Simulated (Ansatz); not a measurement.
The calculation's input:

```
crystal:
  lattice:
    - [0.0, 2.7841441863, 2.7841441863]
    - [2.7841441863, 0.0, 2.7841441863]
    - [2.7841441863, 2.7841441863, 0.0]
  atoms:
    - { symbol: Ba, position: [0.0, 0.0, 0.0] }
    - { symbol: O, position: [0.5, 0.5, 0.5] }
basis:
  ecutwfc: 420
kpoints:
  mp_grid: { grid: [8, 8, 8] }
hamiltonian:
  xc: pbe
scf:
  occupations: { method: gaussian, width: 0.02 }
output:
  forces: true
  stress: true
  eigenvalues: true
  write_density: true
  write_potential: true
  elf: true
  volumetric_format: npy
relax:
  adjacent_minimum: "off"
  f_tol: 0.01
  max_steps: 60
  cell: { stress_tol: 0.1 }
```

Command:

```sh
ansatz run input.yaml --threads 1 --pin off --max-ram 2560MiB --backend cpu --events-out ev --progress --plain --runs-dir out
```

Below, planes, directions and counts refer to the conventional cell (a = 5.57 Å, b = 5.57 Å, c = 5.57 Å, α = 90.00°, β = 90.00°, γ = 90.00°).

The fields are those of the relaxed geometry.

Space group Fm-3m; a structure from a database of computed crystals, not necessarily the ambient phase.

Method: DFT PBE, scalar-relativistic, plane waves, PAW in Ansatz 0.2.0.

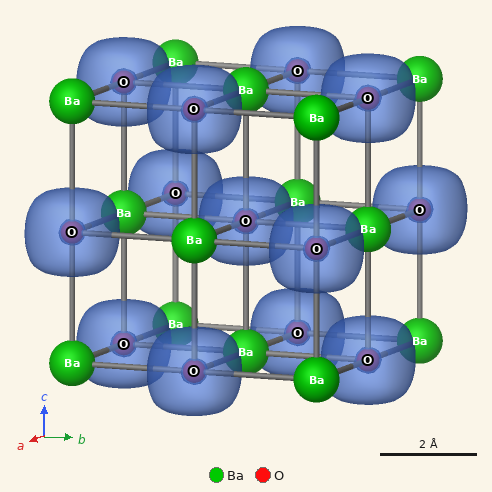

BaO. Isosurface of the ELF at 0.6 (blue), seen slightly off an axis. Core shells and regions of very low density are left out. Sticks mark near contacts.

Core electrons are frozen (PAW), and the valence fields are smoothed inside the atomic spheres.

Where are the electrons localised?

The surface consists of four regions wrapped around O (the valence shell of each), counted in one cell of 8 atoms. Regions shared between cells count once.

Values along the shortest contacts:
Ba–O (2.79 Å): the ELF is about 0.15 at the midpoint (a closed-shell, largely ionic contact).
